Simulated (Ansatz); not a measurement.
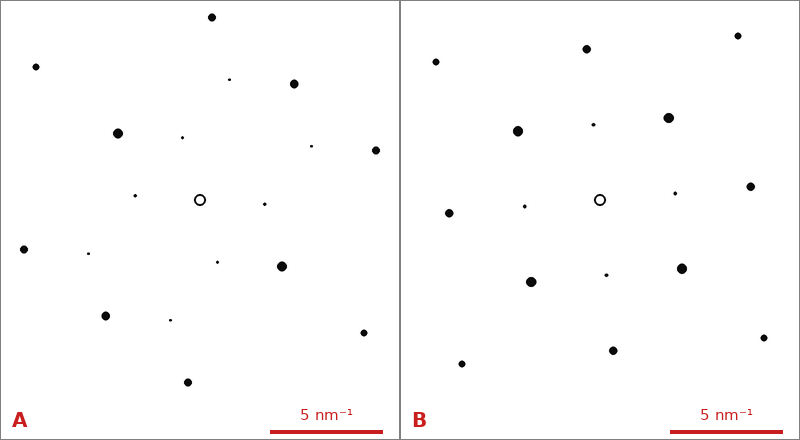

Kinematic electron diffraction patterns (200 kV, B = 0.5 Å², same scale, each along a low-index zone) of two structures of composition NiGe, each relaxed at zero pressure with DFT r2SCAN, scalar-relativistic, plane waves, PAW (Ansatz). The runs are not spin-polarised.

The structures (standard cells):
1. Pm-3m (No. 221), a = 2.935 Å, 2 atoms; generated start, possibly hypothetical
2. Fd-3m (No. 227), a = 5.953 Å, 16 atoms; generated start, possibly hypothetical

### Which pattern belongs to which structure, and along which zone?

A is structure 2 along [110] or an equivalent direction: centred rectangular net of -1 1 -1 (weak) at d = 3.44 Å and -1 1 1 (weak) at d = 3.44 Å, 70.5° apart (some points of this net are extinct or too weak to see). B is structure 1 along [001] or an equivalent direction: square net of 1 0 0 (weak) at d = 2.94 Å and 0 1 0 (weak) at d = 2.94 Å, 90.0° apart (some points of this net are extinct or too weak to see).

### Which structure lies lowest at this level of theory, and by how much?

Structure 1 (Pm-3m, 12.64 Å³ an atom) is the lowest of these; structure 2 (Fd-3m, 13.19 Å³ an atom) lies about 270 meV an atom higher. These are static energies at 0 K; other structures, not shown, may lie lower still.
